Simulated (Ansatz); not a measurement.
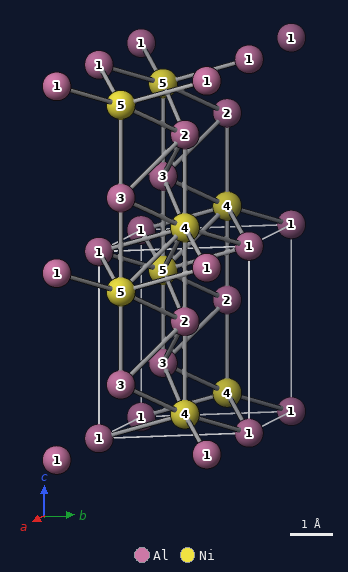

A crystal of Al3Ni2 (set up in P-3m1), before the relaxation. The picture is a ball-and-stick view of the cell of the calculation, repeated 2 × 1 × 2 with one cell outlined, seen slightly off an axis.

Case: relaxed at 60 GPa.

Computed with Ansatz, DFT PBEsol, scalar-relativistic, plane waves, PAW.

Input
```yaml
crystal:
  lattice:
    - [3.6987017926, 0.0, 0.0]
    - [-1.8493508963, 3.2031697134, 0.0]
    - [0.0, 0.0, 4.5125513739]
  atoms:
    - { symbol: Al, position: [0.0, 0.0, 0.0] }
    - { symbol: Al, position: [0.3333333333, 0.6666666667, 0.6452089868] }
    - { symbol: Al, position: [0.6666666667, 0.3333333333, 0.3547910132] }
    - { symbol: Ni, position: [0.3333333333, 0.6666666667, 0.1474356575] }
    - { symbol: Ni, position: [0.6666666667, 0.3333333333, 0.8525643425] }
basis:
  ecutwfc: 420
kpoints:
  mp_grid: { grid: [12, 12, 8] }
hamiltonian:
  xc: pbesol
scf:
  occupations: { method: gaussian, width: 0.1 }
output:
  forces: true
  stress: true
  eigenvalues: true
relax:
  adjacent_minimum: "off"
  f_tol: 0.008
  max_steps: 50
  cell: { stress_tol: 0.08, p_target: 60.0 }
```

Launched with:
```bash
ansatz run input.yaml --threads 1 --pin off --max-ram 2560MiB --backend cpu --events-out ev --progress --plain --runs-dir out
```

> Predict the outcome.

The largest moves relative to the cell, 0.006 Å, are those of Al2 and Al3. Al2 goes along −c. By element the largest moves are Al 0.006 Å, Ni 0.005 Å. Cell: a = b 3.699 → 3.675 Å (−0.7 %), c 4.513 → 4.498 Å (−0.3 %). Volume −1.6 %. Among the contacts that change: Al2–Al3 2.506 → 2.485 Å, Al2–Ni4 2.246 → 2.228 Å, Al2–Ni5 2.331 → 2.318 Å, Al1–Ni4 2.237 → 2.224 Å. The space group stays P-3m1 (No. 164). After 4 accepted moves (5 points after the start) the energy has risen by 61.6 meV per atom. With the target pressure of 60 GPa, the enthalpy E + pV changes by −3.6 meV per atom. Largest force component: 0.17 eV/Å at the start, 0.0035 eV/Å at the end. The pressure goes from 54.28 to 59.99 GPa. At 1 point the geometry stayed and the basis and grid were re-selected for the new cell (energy shift of 0.1 meV per atom at most each time). Cost: 63 s on 1 thread of Arm Neoverse V2, with other jobs on the host, peak memory 0.43 GiB.
